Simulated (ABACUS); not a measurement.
## Run report: MnO, single-point calculation (part 1 of 2)

MnO (2 atoms in the cell), computed with Kohn-Sham DFT of a periodic cell, PBE, PseudoDojo NC SR 0.4.1 PBE standard, spin-polarised (ABACUS 3.10.1).

The structure derives from a Materials Project entry.

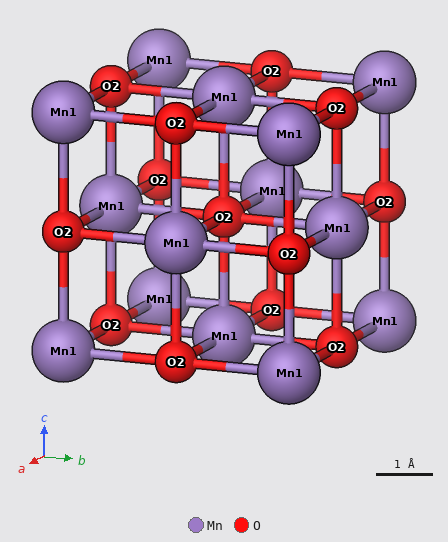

*The input geometry (ball-and-stick view of the cell 4 times as large as that of the calculation, set on its symmetry axes, seen slightly off an axis; atoms are numbered from 1 in the order of the input).*

Results in brief

| quantity | value |
| --- | --- |
| outcome | converged |
| space group (tolerance 0.01 Å) | Fm-3m (225) |
| electrons treated | 21 |
| free energy | −3414.1318 eV |
| Fermi energy | 13.361 eV |
| gap on the k-point mesh | none (metallic) |
| net moment of the cell | 4.82 μB |
| integrated absolute moment | 4.82 μB |
| pressure | 0.69 GPa |
| largest force (length of the vector) | under 0.001 eV/Å |
| hardware | 4 threads of INTEL XEON PLATINUM @ 2.10GHz (Emerald Rapids), 24 GiB of memory available, shared host |
| wall time | 12 s (CPU time 48 s) |
| peak memory | 0.44 GiB |

Remarks

Points of doubt noted for this run: home made orbitals.

Input
```
INPUT_PARAMETERS
suffix              MnO
calculation         scf
basis_type          lcao
pseudo_dir          ./
orbital_dir         ./
symmetry            1
dft_functional      pbe
ecutwfc             100
pseudo_rcut         10
nspin               2
nbands              17
ks_solver           genelpa
smearing_method     fd
smearing_sigma      0.00367493
scf_thr             1e-07
scf_nmax            100
mixing_type         broyden
mixing_beta         0.4
cal_force           1
cal_stress          1
out_mul             1
```

File STRU
```
ATOMIC_SPECIES
Mn 54.9380 Mn.upf
O 15.9990 O.upf

NUMERICAL_ORBITAL
Mn_confined-atom_7au_3s2p2d1f.orb
O_confined-atom_6au_2s2p1d.orb

LATTICE_CONSTANT
1.8897261246

LATTICE_VECTORS
0.0000000000 2.2239077028 2.2239077028
2.2239077028 0.0000000000 2.2239077028
2.2239077028 2.2239077028 0.0000000000

ATOMIC_POSITIONS
Direct

Mn
0.0
1
0.0000000000 0.0000000000 0.0000000000 1 1 1 mag 4

O
0.0
1
0.5000000000 0.5000000000 0.5000000000 1 1 1 mag 0
```

File KPT
```
K_POINTS
0
Gamma
10 10 10 0 0 0
```

Launch command:
```bash
OMP_NUM_THREADS=1 mpirun -np 4 abacus > log
```

The program's output
```
ABACUS v3.10.1

               Atomic-orbital Based Ab-initio Computation at UStc

 ------------------------------------------------------------------------------------

 READING GENERAL INFORMATION
                           global_out_dir = OUT.MnO/
                           global_in_card = INPUT
                               pseudo_dir = ./
                              orbital_dir = ./
                                    DSIZE = 4
                                    GSIZE = 1

 READING UNITCELL INFORMATION
                                    ntype = 2
                  lattice constant (Bohr) = 1.88973
              lattice constant (Angstrom) = 1

 READING ATOM TYPE 1
                               atom label = Mn
                      L=0, number of zeta = 3
                      L=1, number of zeta = 2
                      L=2, number of zeta = 2
                      L=3, number of zeta = 1
             number of atom for this type = 1
               magnetization of element 1 = 4

 READING ATOM TYPE 2
                               atom label = O
                      L=0, number of zeta = 2
                      L=1, number of zeta = 2
                      L=2, number of zeta = 1
             number of atom for this type = 1
               magnetization of element 2 = 0

                        TOTAL ATOM NUMBER = 2
DIRECT COORDINATES
    atom                   x                   y                   z     mag                  vx                  vy                  vz
taud_Mn1            0.0000000000        0.0000000000        0.0000000000  4.0000        0.0000000000        0.0000000000        0.0000000000
taud_O1            0.5000000000        0.5000000000        0.5000000000  0.0000        0.0000000000        0.0000000000        0.0000000000

                          Volume (Bohr^3) = 148.449
                             Volume (A^3) = 21.9978

 Lattice vectors: (Cartesian coordinate: in unit of a_0)
                   +0            +2.22391            +2.22391
             +2.22391                  +0            +2.22391
             +2.22391            +2.22391                  +0
 Reciprocal vectors: (Cartesian coordinate: in unit of 2 pi/a_0)
            -0.224829           +0.224829           +0.224829
            +0.224829           -0.224829           +0.224829
            +0.224829           +0.224829           -0.224829
 The esolver type has been set to : ksdft_lcao

                PAO radial cut off (Bohr) = 10

 Read in pseudopotential file is Mn.upf
                     pseudopotential type = NC
          exchange-correlation functional = PBE
                 nonlocal core correction = 1
                        valence electrons = 15
                                     lmax = 2
                           number of zeta = 4
                     number of projectors = 6
                           L of projector = 0
                           L of projector = 0
                           L of projector = 1
                           L of projector = 1
                           L of projector = 2
                           L of projector = 2
                PAO radial cut off (Bohr) = 10

 Read in pseudopotential file is O.upf
                     pseudopotential type = NC
          exchange-correlation functional = PBE
                 nonlocal core correction = 1
                        valence electrons = 6
                                     lmax = 2
                           number of zeta = 2
                     number of projectors = 5
                           L of projector = 0
                           L of projector = 0
                           L of projector = 1
                           L of projector = 1
                           L of projector = 2
     initial pseudo atomic orbital number = 14
 The readin total magnetization is 4

 SETUP THE ELECTRONS NUMBER
            electron number of element Mn = 15
      total electron number of element Mn = 15
             electron number of element O = 6
       total electron number of element O = 6
            AUTOSET number of electrons:  = 21
                           occupied bands = 11
                                   NLOCAL = 39
                                   NBANDS = 17
                                   NBANDS = 17
                                   NLOCAL = 39

%%%%%%%%%%%%%%%%%%%%%%%%%%%%%%%%%%%%%%%%%%%%%%%%%%%%%%%%%%%%%%%%%%%%%%%%%%%%%%%%%%%%%%%%%%%%%%%%%%%%%%%%%%
 Warning: the number of valence electrons in pseudopotential > 7 for Mn: [Ar] 3d5 4s2
 Pseudopotentials with additional electrons can yield (more) accurate outcomes, but may be less efficient.
 If you're confident that your chosen pseudopotential is appropriate, you can safely ignore this warning.
%%%%%%%%%%%%%%%%%%%%%%%%%%%%%%%%%%%%%%%%%%%%%%%%%%%%%%%%%%%%%%%%%%%%%%%%%%%%%%%%%%%%%%%%%%%%%%%%%%%%%%%%%%

 SETUP THE PLANE WAVE BASIS
 energy cutoff for charge/potential (unit:Ry) = 400
            fft grid for charge/potential = [ 40, 40, 40 ]
                        fft grid division = [ 5, 5, 5 ]
        big fft grid for charge/potential = [ 8, 8, 8 ]
                                     nbxx = 128
                                     nrxx = 16000

 SETUP PLANE WAVES FOR CHARGE/POTENTIAL
                    number of plane waves = 19987
                         number of sticks = 967

 PARALLEL PW FOR CHARGE/POTENTIAL
     PROC   COLUMNS(POT)             PW
        1            241           4997
        2            241           4997
        3            244           4996
        4            241           4997
 --------------- sum -------------------
        4            967          19987
                            number of |g| = 240
                                  max |g| = 36.142
                                  min |g| = 0.151645

----------- Double Check Mixing Parameters Begin ------------
mixing_type: broyden
mixing_beta: 0.4
mixing_gg0: 1
mixing_gg0_min: 0.1
mixing_beta_mag: 1.6
mixing_gg0_mag: 0
mixing_ndim: 8
----------- Double Check Mixing Parameters End ------------

 LATTICE VECTORS: (CARTESIAN COORDINATE: IN UNIT OF A0)
                   +0            +2.22391            +2.22391
             +2.22391                  +0            +2.22391
             +2.22391            +2.22391                  +0
                       right hand lattice = 1
                                   NORM_A = 3.14508
                                   NORM_B = 3.14508
                                   NORM_C = 3.14508
                           ALPHA (DEGREE) = 60
                           BETA  (DEGREE) = 60
                           GAMMA (DEGREE) = 60

 The lattice vectors have been changed (STRU_SIMPLE.cif)

(for optimal symmetric configuration:)
                             BRAVAIS TYPE = 3
                     BRAVAIS LATTICE NAME = 03. Cubic F (face-centered)
                                    ibrav = 3
                                    IBRAV = 3
                                  BRAVAIS = FACE CENTERED CUBIC
                       LATTICE CONSTANT A = 4.44782
Original cell was already a primitive cell.
                        ROTATION MATRICES = 48
              PURE POINT GROUP OPERATIONS = 48
                   SPACE GROUP OPERATIONS = 48
                              POINT GROUP = O_h
               POINT GROUP IN SPACE GROUP = O_h

 SETUP K-POINTS
                                    nspin = 2
                   Input type of k points = Monkhorst-Pack(Gamma)
                                   nkstot = 1000
                       right hand lattice = 1
(for reciprocal lattice: )
                             BRAVAIS TYPE = 2
                     BRAVAIS LATTICE NAME = 02. Cubic I (body-centered)
                                    ibrav = 2
                       right hand lattice = 1
(for k-lattice: )
                             BRAVAIS TYPE = 2
                     BRAVAIS LATTICE NAME = 02. Cubic I (body-centered)
                                    ibrav = 2
                       right hand lattice = 1
                        ROTATION MATRICES = 48
                               nkstot_ibz = 47
K-POINTS REDUCTION ACCORDING TO SYMMETRY
     IBZ    DIRECT_X    DIRECT_Y    DIRECT_Z  WEIGHT  ibz2bz
       1  0.00000000  0.00000000  0.00000000  0.0010       0
       2  0.10000000  0.10000000  0.10000000  0.0080       1
       3  0.20000000  0.20000000  0.20000000  0.0080       2
       4  0.30000000  0.30000000  0.30000000  0.0080       3
       5  0.40000000  0.40000000  0.40000000  0.0080       4
       6  0.50000000  0.50000000  0.50000000  0.0040       5
       7  0.10000000  0.10000000  0.00000000  0.0060      11
       8  0.20000000  0.20000000  0.10000000  0.0240      12
       9  0.30000000  0.30000000  0.20000000  0.0240      13
      10  0.40000000  0.40000000  0.30000000  0.0240      14
      11  0.50000000  0.50000000  0.40000000  0.0240      15
      12  0.50000000  0.40000000  0.40000000  0.0240      16
      13  0.40000000  0.30000000  0.30000000  0.0240      17
      14  0.30000000  0.20000000  0.20000000  0.0240      18
      15  0.10000000  0.10000000  0.20000000  0.0120      19
      16  0.20000000  0.20000000  0.00000000  0.0060      22
      17  0.30000000  0.30000000  0.10000000  0.0240      23
      18  0.40000000  0.40000000  0.20000000  0.0240      24
      19  0.50000000  0.50000000  0.30000000  0.0240      25
      20 -0.40000000  0.40000000  0.40000000  0.0240      26
      21  0.50000000  0.30000000  0.30000000  0.0240      27
      22  0.40000000  0.20000000  0.20000000  0.0120      28
      23  0.30000000  0.30000000  0.00000000  0.0060      33
      24  0.40000000  0.40000000  0.10000000  0.0240      34
      25  0.50000000  0.50000000  0.20000000  0.0240      35
      26 -0.30000000  0.40000000  0.40000000  0.0240      36
      27 -0.40000000  0.30000000  0.30000000  0.0120      37
      28  0.40000000  0.40000000  0.00000000  0.0060      44
      29  0.50000000  0.50000000  0.10000000  0.0240      45
      30 -0.20000000  0.40000000  0.40000000  0.0120      46
[... 17 further k points ...]

                               nkstot now = 47
[... K-POINTS DIRECT COORDINATES: 47 rows ...]

           k-point number in this process = 47
       minimum distributed K point number = 47
[... stars of the k points ...]
                             nks(nspin=2) = 94
                          nkstot(nspin=2) = 94

[... K-POINTS CARTESIAN COORDINATES: 94 rows ...]

[... K-POINTS DIRECT COORDINATES: 94 rows ...]

 SETUP PLANE WAVES FOR WAVE FUNCTIONS
     energy cutoff for wavefunc (unit:Ry) = 100
              fft grid for wave functions = [ 40, 40, 40 ]
                    number of plane waves = 3479
                         number of sticks = 301

 PARALLEL PW FOR WAVE FUNCTIONS
     PROC   COLUMNS(POT)             PW
        1             75            869
        2             75            869
        3             75            869
        4             76            872
 --------------- sum -------------------
        4            301           3479

 SET NONLOCAL PSEUDOPOTENTIAL PROJECTORS
 SET NONLOCAL PSEUDOPOTENTIAL PROJECTORS
 max number of nonlocal projetors among all species is 6

 -------------------------------------------
 SELF-CONSISTENT
 -------------------------------------------

 SETUP SEARCHING RADIUS FOR PROGRAM TO SEARCH ADJACENT ATOMS
                  longest orb rcut (Bohr) = 7
   longest nonlocal projector rcut (Bohr) = 1.66
                     search radius (Bohr) = 17.3
              searching radius is (Bohr)) = 17.3
         searching radius unit is (Bohr)) = 1.89
                         PeriodicBoundary = 1
                        Radius(unit:lat0) = 9.17
                                   glayer = [ 5, 5, 5 ]
                             glayer_minus = [ 4, 4, 4 ]

Find the coordinate range of the input atom(unit:lat0).
                                  min_tau = [ -17.8, -17.8, -17.8 ]
                                  max_tau = [ 20, 20, 20 ]
                                BoxNumber = [ 9, 9, 9 ]

 SETUP EXTENDED REAL SPACE GRID FOR GRID INTEGRATION
                          real space grid = [ 40, 40, 40 ]
                 big cell numbers in grid = [ 8, 8, 8 ]
             meshcell numbers in big cell = [ 5, 5, 5 ]
                        extended fft grid = [ 12, 12, 12 ]
                dimension of extened grid = [ 33, 33, 33 ]
                            UnitCellTotal = 125
              Atom number in sub-FFT-grid = 2
    Local orbitals number in sub-FFT-grid = 39
                                ParaV.nnr = 35548
                                 init_chg = atomic

 LCAO ALGORITHM --------------- ION=   1  ELEC=   1--------------------------------
          total magnetism (Bohr mag/cell) = 4.79731
       absolute magnetism (Bohr mag/cell) = 4.79731
                        nelec for spin up = 12.8987
                      nelec for spin down = 8.10135

 Density error is 0.119304651707
----------------------------------------------------------
     Energy           Rydberg                 eV
----------------------------------------------------------
 E_KohnSham     -250.8683621037      -3413.2391725376
 E_Harris       -249.4704455945      -3394.2195426838
 E_Fermi        0.9275559578         12.6200462393
----------------------------------------------------------
```
